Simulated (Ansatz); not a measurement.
# Calculations on Ti

## 1. Relaxation

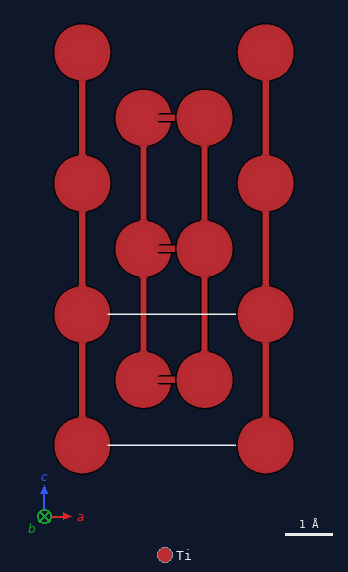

Starting structure of a crystal of Ti (set up in P6/mmm). Style: ball-and-stick. Shown: the cell of the calculation, repeated 1 × 1 × 3 with one cell outlined, along the b axis.

All numbers below come from Ansatz 0.2.0, DFT PBEsol, scalar-relativistic, plane waves, PAW.

Input file:
```yaml
crystal:
  lattice:
    - [4.5673748306, 0.0, 0.0]
    - [-2.2836874153, 3.9554626319, 0.0]
    - [0.0, 0.0, 2.82624427]
  atoms:
    - { symbol: Ti, position: [0.0, 0.0, 0.0] }
    - { symbol: Ti, position: [0.33333333, 0.66666667, 0.5] }
    - { symbol: Ti, position: [0.66666667, 0.33333333, 0.5] }
basis:
  ecutwfc: 420
kpoints:
  mp_grid: { grid: [12, 12, 14] }
hamiltonian:
  xc: pbesol
scf:
  occupations: { method: gaussian, width: 0.1 }
output:
  forces: true
  stress: true
  eigenvalues: true
relax:
  adjacent_minimum: "off"
  f_tol: 0.005
  max_steps: 80
  cell: { stress_tol: 0.05 }
```

Command:
```bash
ansatz run input.yaml --threads 2 --pin off --max-ram 5120MiB --backend cpu --events-out ev --progress --plain --runs-dir out
```

### Predict the outcome.

No atom moves by more than 0.005 Å relative to the cell. Cell: a = b 4.567 → 4.515 Å (−1.1 %), c 2.826 → 2.799 Å (−1.0 %). Volume −3.2 %. Some distances before and after: Ti1–Ti2 2.992 → 2.959 Å, Ti2–Ti3 2.637 → 2.607 Å, Ti1–Ti1 2.826 → 2.799 Å. The space group stays P6/mmm (No. 191). The energy falls by 6.5 meV per atom in 3 accepted moves (4 points after the start). All forces vanish by symmetry, so only the cell relaxes. The pressure goes from −3.71 to −0.01 GPa. The SCF was repeated once at an unchanged geometry on a basis and grid sized afresh for the cell, which shifted the energy by less than 0.05 meV per atom at most.

The end point in the same view:

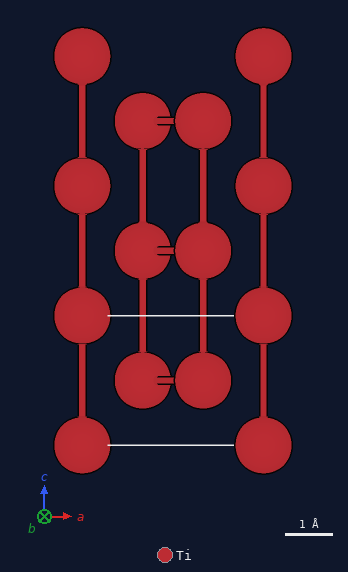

## 2. Relaxation

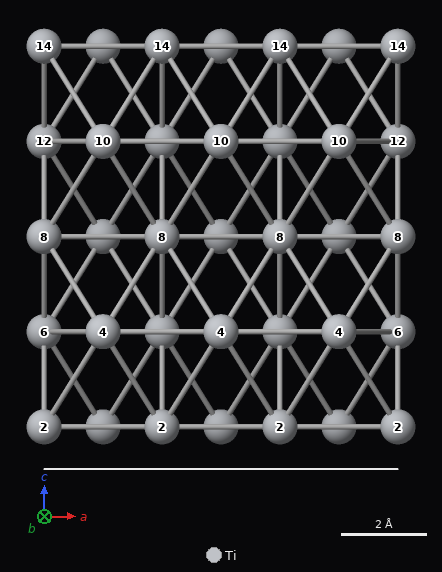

This is the input geometry for a relaxation of a slab of composition Ti (cut from the P6/mmm phase). The picture is a ball-and-stick view of the 3 × 1 repeat of the cell, outlined in the plane, without the vacuum (origin shifted), seen along the b axis.

Case: (1 1 0) slab, atoms relaxed. The slab is the (1 1 0) face of Ti.

Level of theory: DFT PBEsol, scalar-relativistic, plane waves, PAW in Ansatz.

Input file:
```yaml
crystal:
  lattice:
    - [2.7987936483, 0.0, 0.0]
    - [0.0, 7.8207117874, 0.0]
    - [0.0, 0.0, 24.0305801114]
  atoms:
    - { symbol: Ti, position: [0.0, 0.5, 0.3121023282] }
    - { symbol: Ti, position: [0.5, 0.1666666667, 0.3121023282] }
    - { symbol: Ti, position: [0.5, 0.8333333333, 0.3121023282] }
    - { symbol: Ti, position: [0.0, 0.0, 0.4060511641] }
    - { symbol: Ti, position: [0.5, 0.6666666667, 0.4060511641] }
    - { symbol: Ti, position: [0.5, 0.3333333333, 0.4060511641] }
    - { symbol: Ti, position: [0.0, 0.5, 0.5] }
    - { symbol: Ti, position: [0.5, 0.1666666667, 0.5] }
    - { symbol: Ti, position: [0.5, 0.8333333333, 0.5] }
    - { symbol: Ti, position: [0.0, 0.0, 0.5939488359] }
    - { symbol: Ti, position: [0.5, 0.6666666667, 0.5939488359] }
    - { symbol: Ti, position: [0.5, 0.3333333333, 0.5939488359] }
    - { symbol: Ti, position: [0.0, 0.5, 0.6878976718] }
    - { symbol: Ti, position: [0.5, 0.1666666667, 0.6878976718] }
    - { symbol: Ti, position: [0.5, 0.8333333333, 0.6878976718] }
basis:
  ecutwfc: 420
kpoints:
  mp_grid: { grid: [12, 5, 1] }
hamiltonian:
  xc: pbesol
scf:
  occupations: { method: gaussian, width: 0.1 }
output:
  forces: true
  eigenvalues: true
relax:
  adjacent_minimum: "off"
  f_tol: 0.02
  max_steps: 60
efield:
  axis: 3
  dipole_correction: true
  ramp_width: 0.04
```

Run as
```bash
ansatz run input.yaml --threads 2 --pin off --max-ram 5120MiB --backend cpu --events-out ev --progress --plain --runs-dir out
```

What does the optimiser find from here?

The largest moves, 0.18 Å, are those of Ti1 and Ti13. Ti13 goes along the normal (−c). The cell doesn't change. Some distances before and after: Ti11–Ti13 2.959 → 2.815 Å, Ti10–Ti14 2.959 → 2.860 Å, Ti11–Ti15 2.607 → 2.541 Å, Ti4–Ti8 2.959 → 2.999 Å. After 3 accepted moves (4 points after the start) the energy has fallen by 0.201 eV per cell of the calculation. The largest force component goes from 0.52 to 0.0041 eV/Å. The line search rejected the trial step at point 3 of the run.

The end point in the same view:

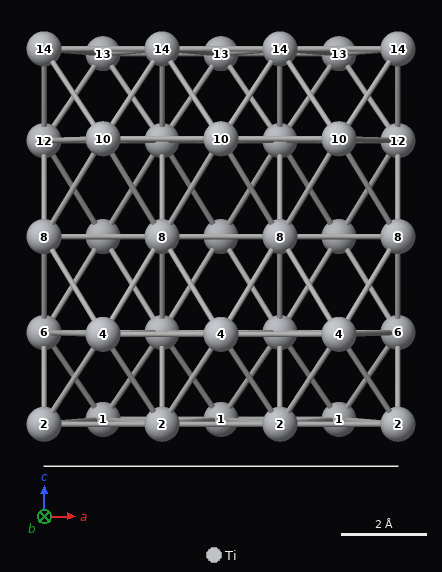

## 3. A change

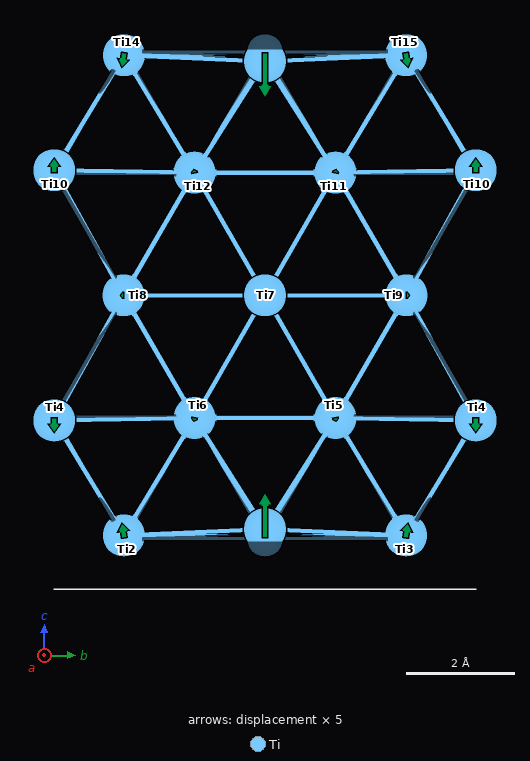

A (1 1 0) slab of Ti as cut from the relaxed bulk, drawn pale, and a changed version of it, drawn solid. The green arrows show how the atoms are displaced, magnified 5 times. The picture is a ball-and-stick view of the 2 × 1 repeat of the cell, outlined in the plane, without the vacuum, seen along the a axis.

These are results of Ansatz 0.2.0, DFT PBEsol, scalar-relativistic, plane waves, PAW, not measurements. Set-up: plane-wave cutoff 420 eV; occupations gaussian; smearing width 0.1 eV; no spin polarisation. The k-mesh is chosen for each cell (12×5×15, 12×5×1).

Q: What was done to the structure, and with what result?

A: The atoms of the slab are relaxed at the bulk's in-plane cell. The surface energy (mean of the two faces) falls from 2.33 to 2.26 J/m². The top spacing, between the Ti3 and Ti3 planes, goes from 2.26 to 2.12 Å (−5.9 %), the bottom one (Ti3 to Ti3) from 2.26 to 2.12 Å (−5.9 %). The top plane rumples by 0.11 Å. The work function of the top face goes from 4.52 to 4.49 eV. The cell doesn't change. The largest moves relative to the layer's centre, 0.18 Å, are those of Ti atoms. Some distances before and after: Ti–Ti 2.959 → 2.815 to 2.999 Å, Ti–Ti 2.607 → 2.541 to 2.631 Å.
